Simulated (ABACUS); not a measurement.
## Run report: CoO, band-structure run (part 1 of 3)

The run: band-structure run of CoO (Fm-3m, 2 atoms in the cell). Method and program: Kohn-Sham DFT of a periodic cell, PBE, GBRV ultrasoft 1.5 PBE, spin-polarised (ABACUS 3.10.1).

The structure derives from an entry of the Crystallography Open Database.

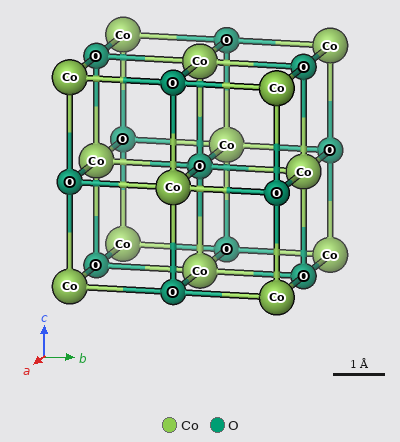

The input geometry (ball-and-stick view of the cell 4 times as large as that of the calculation, set on its symmetry axes, seen slightly off an axis). Near neighbours in the crystal (not all of them lie inside the picture): Co has 6 O at 2.13 Å; O has 6 Co at 2.13 Å.

## Input file
```python
"""ABACUS run from a structure file: ASE reads it, the script writes STRU, KPT and INPUT."""
import re
import subprocess
import spglib
from ase import Atoms
from ase.io import read
from ase.units import Bohr

atoms = read("CoO.cif")
cell, frac, numbers = spglib.standardize_cell((atoms.cell[:], atoms.get_scaled_positions(), atoms.numbers), to_primitive=True, symprec=1e-4)
atoms = Atoms(numbers=numbers, cell=cell, scaled_positions=frac, pbc=True)  # the primitive cell
atoms = atoms[(-atoms.numbers).argsort(kind="stable")]  # ABACUS lists atoms element by element
pseudo = {'Co': 'co_pbe_v1.2.uspp.F.UPF', 'O': 'o_pbe_v1.2.uspp.F.UPF'}
orbital = {}
magmoms = [2.0, 0.0]
kmesh = [9, 9, 9]
params = {
    'suffix': 'CoO',
    'calculation': 'scf',
    'basis_type': 'pw',
    'pseudo_dir': './',
    'symmetry': 1,
    'dft_functional': 'pbe',
    'ecutwfc': 40,
    'pseudo_rcut': 10,
    'nspin': 2,
    'nbands': 23,
    'ks_solver': 'dav',
    'smearing_method': 'fd',
    'smearing_sigma': 0.00367493,
    'scf_thr': 1e-08,
    'scf_nmax': 100,
    'mixing_type': 'broyden',
    'mixing_beta': 0.4,
    'cal_force': 1,
    'cal_stress': 1,
    'ecutrho': 320,
    'out_chg': 1,
    'out_pot': 2,
    'out_elf': 0,
    'kpar': 4,
}

symbols = atoms.get_chemical_symbols()
elements = list(dict.fromkeys(symbols))
lines = ["ATOMIC_SPECIES"] + [f"{e} {atoms.get_masses()[symbols.index(e)]:.4f} {pseudo[e]}" for e in elements]
if orbital:
    lines += ["", "NUMERICAL_ORBITAL"] + [orbital[e] for e in elements]
lines += ["", "LATTICE_CONSTANT", f"{1 / Bohr:.10f}", "", "LATTICE_VECTORS"]
lines += [" ".join(f"{x:.10f}" for x in v) for v in atoms.cell]
lines += ["", "ATOMIC_POSITIONS", "Direct"]
for e in elements:
    lines += ["", e, "0.0", str(symbols.count(e))]
    for i, p in enumerate(atoms.get_scaled_positions(wrap=False)):
        if symbols[i] == e:
            mag = "" if magmoms is None else " mag " + " ".join(str(x) for x in (magmoms[i] if isinstance(magmoms[i], list) else [magmoms[i]]))
            lines.append(" ".join(f"{x:.10f}" for x in p) + " 1 1 1" + mag)
open("STRU", "w").write("\n".join(lines) + "\n")
open("KPT", "w").write("K_POINTS\n0\nGamma\n%d %d %d 0 0 0\n" % tuple(kmesh))
open("INPUT", "w").write("INPUT_PARAMETERS\n" + "".join(f"{k:<20s}{v}\n" for k, v in params.items()))

done = subprocess.run(['mpirun', '-np', '4', 'abacus'])
if done.returncode:
    raise SystemExit(done.returncode)
log = open("OUT.CoO/running_scf.log").read()
print("final energy (eV):", re.findall(r"FINAL_ETOT_IS (\S+)", log))
```

## File CoO.cif
```
data_CoO
_cell_length_a 4.26300000
_cell_length_b 4.26300000
_cell_length_c 4.26300000
_cell_angle_alpha 90.00000000
_cell_angle_beta 90.00000000
_cell_angle_gamma 90.00000000
_space_group_name_H-M_alt 'Fm-3m'
_space_group_name_Hall '-F 4 2 3'
_space_group_IT_number 225
loop_
_space_group_symop_operation_xyz
'x,y,z'
'-x,-y,-z'
'-y,x,z'
'y,-x,-z'
'-x,-y,z'
'x,y,-z'
'y,-x,z'
'-y,x,-z'
'x,-y,-z'
'-x,y,z'
'-y,-x,-z'
'y,x,z'
'-x,y,-z'
'x,-y,z'
'y,x,-z'
'-y,-x,z'
'z,x,y'
'-z,-x,-y'
'z,-y,x'
'-z,y,-x'
'z,-x,-y'
'-z,x,y'
'z,y,-x'
'-z,-y,x'
'-z,x,-y'
'z,-x,y'
'-z,-y,-x'
'z,y,x'
'-z,-x,y'
'z,x,-y'
'-z,y,x'
'z,-y,-x'
'y,z,x'
'-y,-z,-x'
'x,z,-y'
'-x,-z,y'
'-y,z,-x'
'y,-z,x'
'-x,z,y'
'x,-z,-y'
'-y,-z,x'
'y,z,-x'
'-x,-z,-y'
'x,z,y'
'y,-z,-x'
'-y,z,x'
'x,-z,y'
'-x,z,-y'
'x,y+1/2,z+1/2'
'-x,-y+1/2,-z+1/2'
'-y,x+1/2,z+1/2'
'y,-x+1/2,-z+1/2'
'-x,-y+1/2,z+1/2'
'x,y+1/2,-z+1/2'
'y,-x+1/2,z+1/2'
'-y,x+1/2,-z+1/2'
'x,-y+1/2,-z+1/2'
'-x,y+1/2,z+1/2'
'-y,-x+1/2,-z+1/2'
'y,x+1/2,z+1/2'
'-x,y+1/2,-z+1/2'
'x,-y+1/2,z+1/2'
'y,x+1/2,-z+1/2'
'-y,-x+1/2,z+1/2'
'z,x+1/2,y+1/2'
'-z,-x+1/2,-y+1/2'
'z,-y+1/2,x+1/2'
'-z,y+1/2,-x+1/2'
'z,-x+1/2,-y+1/2'
'-z,x+1/2,y+1/2'
'z,y+1/2,-x+1/2'
'-z,-y+1/2,x+1/2'
'-z,x+1/2,-y+1/2'
'z,-x+1/2,y+1/2'
'-z,-y+1/2,-x+1/2'
'z,y+1/2,x+1/2'
'-z,-x+1/2,y+1/2'
'z,x+1/2,-y+1/2'
'-z,y+1/2,x+1/2'
'z,-y+1/2,-x+1/2'
'y,z+1/2,x+1/2'
'-y,-z+1/2,-x+1/2'
'x,z+1/2,-y+1/2'
'-x,-z+1/2,y+1/2'
'-y,z+1/2,-x+1/2'
'y,-z+1/2,x+1/2'
'-x,z+1/2,y+1/2'
'x,-z+1/2,-y+1/2'
'-y,-z+1/2,x+1/2'
'y,z+1/2,-x+1/2'
'-x,-z+1/2,-y+1/2'
'x,z+1/2,y+1/2'
'y,-z+1/2,-x+1/2'
'-y,z+1/2,x+1/2'
'x,-z+1/2,y+1/2'
'-x,z+1/2,-y+1/2'
'x+1/2,y,z+1/2'
'-x+1/2,-y,-z+1/2'
'-y+1/2,x,z+1/2'
'y+1/2,-x,-z+1/2'
'-x+1/2,-y,z+1/2'
'x+1/2,y,-z+1/2'
'y+1/2,-x,z+1/2'
'-y+1/2,x,-z+1/2'
'x+1/2,-y,-z+1/2'
'-x+1/2,y,z+1/2'
'-y+1/2,-x,-z+1/2'
'y+1/2,x,z+1/2'
'-x+1/2,y,-z+1/2'
'x+1/2,-y,z+1/2'
'y+1/2,x,-z+1/2'
'-y+1/2,-x,z+1/2'
'z+1/2,x,y+1/2'
'-z+1/2,-x,-y+1/2'
'z+1/2,-y,x+1/2'
'-z+1/2,y,-x+1/2'
'z+1/2,-x,-y+1/2'
'-z+1/2,x,y+1/2'
'z+1/2,y,-x+1/2'
'-z+1/2,-y,x+1/2'
'-z+1/2,x,-y+1/2'
'z+1/2,-x,y+1/2'
'-z+1/2,-y,-x+1/2'
'z+1/2,y,x+1/2'
'-z+1/2,-x,y+1/2'
'z+1/2,x,-y+1/2'
'-z+1/2,y,x+1/2'
'z+1/2,-y,-x+1/2'
'y+1/2,z,x+1/2'
'-y+1/2,-z,-x+1/2'
'x+1/2,z,-y+1/2'
'-x+1/2,-z,y+1/2'
'-y+1/2,z,-x+1/2'
'y+1/2,-z,x+1/2'
'-x+1/2,z,y+1/2'
'x+1/2,-z,-y+1/2'
'-y+1/2,-z,x+1/2'
'y+1/2,z,-x+1/2'
'-x+1/2,-z,-y+1/2'
'x+1/2,z,y+1/2'
'y+1/2,-z,-x+1/2'
'-y+1/2,z,x+1/2'
'x+1/2,-z,y+1/2'
'-x+1/2,z,-y+1/2'
'x+1/2,y+1/2,z'
'-x+1/2,-y+1/2,-z'
'-y+1/2,x+1/2,z'
'y+1/2,-x+1/2,-z'
'-x+1/2,-y+1/2,z'
'x+1/2,y+1/2,-z'
'y+1/2,-x+1/2,z'
'-y+1/2,x+1/2,-z'
'x+1/2,-y+1/2,-z'
'-x+1/2,y+1/2,z'
'-y+1/2,-x+1/2,-z'
'y+1/2,x+1/2,z'
'-x+1/2,y+1/2,-z'
'x+1/2,-y+1/2,z'
'y+1/2,x+1/2,-z'
'-y+1/2,-x+1/2,z'
'z+1/2,x+1/2,y'
'-z+1/2,-x+1/2,-y'
'z+1/2,-y+1/2,x'
'-z+1/2,y+1/2,-x'
'z+1/2,-x+1/2,-y'
'-z+1/2,x+1/2,y'
'z+1/2,y+1/2,-x'
'-z+1/2,-y+1/2,x'
'-z+1/2,x+1/2,-y'
'z+1/2,-x+1/2,y'
'-z+1/2,-y+1/2,-x'
'z+1/2,y+1/2,x'
'-z+1/2,-x+1/2,y'
'z+1/2,x+1/2,-y'
'-z+1/2,y+1/2,x'
'z+1/2,-y+1/2,-x'
'y+1/2,z+1/2,x'
'-y+1/2,-z+1/2,-x'
'x+1/2,z+1/2,-y'
'-x+1/2,-z+1/2,y'
'-y+1/2,z+1/2,-x'
'y+1/2,-z+1/2,x'
'-x+1/2,z+1/2,y'
'x+1/2,-z+1/2,-y'
'-y+1/2,-z+1/2,x'
'y+1/2,z+1/2,-x'
'-x+1/2,-z+1/2,-y'
'x+1/2,z+1/2,y'
'y+1/2,-z+1/2,-x'
'-y+1/2,z+1/2,x'
'x+1/2,-z+1/2,y'
'-x+1/2,z+1/2,-y'
loop_
_atom_site_label
_atom_site_type_symbol
_atom_site_symmetry_multiplicity
_atom_site_Wyckoff_symbol
_atom_site_fract_x
_atom_site_fract_y
_atom_site_fract_z
_atom_site_occupancy
Co1 Co 4 a 0.0000000000 0.0000000000 0.0000000000 1
O1 O 4 b 0.5000000000 0.0000000000 0.0000000000 1
```

## File INPUT
```
INPUT_PARAMETERS
suffix              CoO
calculation         scf
basis_type          pw
pseudo_dir          ./
symmetry            1
dft_functional      pbe
ecutwfc             40
pseudo_rcut         10
nspin               2
nbands              23
ks_solver           dav
smearing_method     fd
smearing_sigma      0.00367493
scf_thr             1e-08
scf_nmax            100
mixing_type         broyden
mixing_beta         0.4
cal_force           1
cal_stress          1
ecutrho             320
out_chg             1
out_pot             2
out_elf             0
kpar                4
```

## File STRU
```
ATOMIC_SPECIES
Co 58.9332 co_pbe_v1.2.uspp.F.UPF
O 15.9990 o_pbe_v1.2.uspp.F.UPF

LATTICE_CONSTANT
1.8897261258

LATTICE_VECTORS
0.0000000000 2.1315000000 2.1315000000
2.1315000000 0.0000000000 2.1315000000
2.1315000000 2.1315000000 0.0000000000

ATOMIC_POSITIONS
Direct

Co
0.0
1
0.0000000000 0.0000000000 -0.0000000000 1 1 1 mag 2.0

O
0.0
1
0.5000000000 0.5000000000 0.5000000000 1 1 1 mag 0.0
```

## File KPT
```
K_POINTS
0
Gamma
9 9 9 0 0 0
```

Run on 4 threads of Intel Xeon (Sapphire Rapids), 16 GiB of memory available, shared host.

Launched with:
```bash
OMP_NUM_THREADS=1 python run_abacus.py > log
```

## The program's output
```
ABACUS v3.10.1

               Atomic-orbital Based Ab-initio Computation at UStc

 ------------------------------------------------------------------------------------

 READING GENERAL INFORMATION
                           global_out_dir = OUT.CoO/
                           global_in_card = INPUT
                               pseudo_dir = ./
                              orbital_dir =
                                    DSIZE = 4
                                    GSIZE = 1

 READING UNITCELL INFORMATION
                                    ntype = 2
                  lattice constant (Bohr) = 1.88973
              lattice constant (Angstrom) = 1

 READING ATOM TYPE 1
                               atom label = Co
                      L=0, number of zeta = 1
                      L=1, number of zeta = 1
                      L=2, number of zeta = 1
             number of atom for this type = 1
               magnetization of element 1 = 2

 READING ATOM TYPE 2
                               atom label = O
                      L=0, number of zeta = 1
                      L=1, number of zeta = 1
                      L=2, number of zeta = 1
             number of atom for this type = 1
               magnetization of element 2 = 0

                        TOTAL ATOM NUMBER = 2
DIRECT COORDINATES
    atom                   x                   y                   z     mag                  vx                  vy                  vz
taud_Co1            0.0000000000        0.0000000000        0.0000000000  2.0000        0.0000000000        0.0000000000        0.0000000000
taud_O1            0.5000000000        0.5000000000        0.5000000000  0.0000        0.0000000000        0.0000000000        0.0000000000

                          Volume (Bohr^3) = 130.702
                             Volume (A^3) = 19.368

 Lattice vectors: (Cartesian coordinate: in unit of a_0)
                   +0             +2.1315             +2.1315
              +2.1315                  +0             +2.1315
              +2.1315             +2.1315                  +0
 Reciprocal vectors: (Cartesian coordinate: in unit of 2 pi/a_0)
            -0.234577           +0.234577           +0.234577
            +0.234577           -0.234577           +0.234577
            +0.234577           +0.234577           -0.234577
 The esolver type has been set to : ksdft_pw

                PAO radial cut off (Bohr) = 10

 Read in pseudopotential file is co_pbe_v1.2.uspp.F.UPF
                     pseudopotential type = US
          exchange-correlation functional = PBE
                 nonlocal core correction = 1
                        valence electrons = 17
                                     lmax = 2
                           number of zeta = 5
                     number of projectors = 6
                           L of projector = 0
                           L of projector = 0
                           L of projector = 1
                           L of projector = 1
                           L of projector = 2
                           L of projector = 2
                PAO radial cut off (Bohr) = 10

 Read in pseudopotential file is o_pbe_v1.2.uspp.F.UPF
                     pseudopotential type = US
          exchange-correlation functional = PBE
                 nonlocal core correction = 1
                        valence electrons = 6
                                     lmax = 2
                           number of zeta = 2
                     number of projectors = 5
                           L of projector = 0
                           L of projector = 0
                           L of projector = 1
                           L of projector = 1
                           L of projector = 2
     initial pseudo atomic orbital number = 17
 The readin total magnetization is 2

 SETUP THE ELECTRONS NUMBER
            electron number of element Co = 17
      total electron number of element Co = 17
             electron number of element O = 6
       total electron number of element O = 6
            AUTOSET number of electrons:  = 23
                           occupied bands = 12
                                   NBANDS = 23
                                   NLOCAL = 18
```
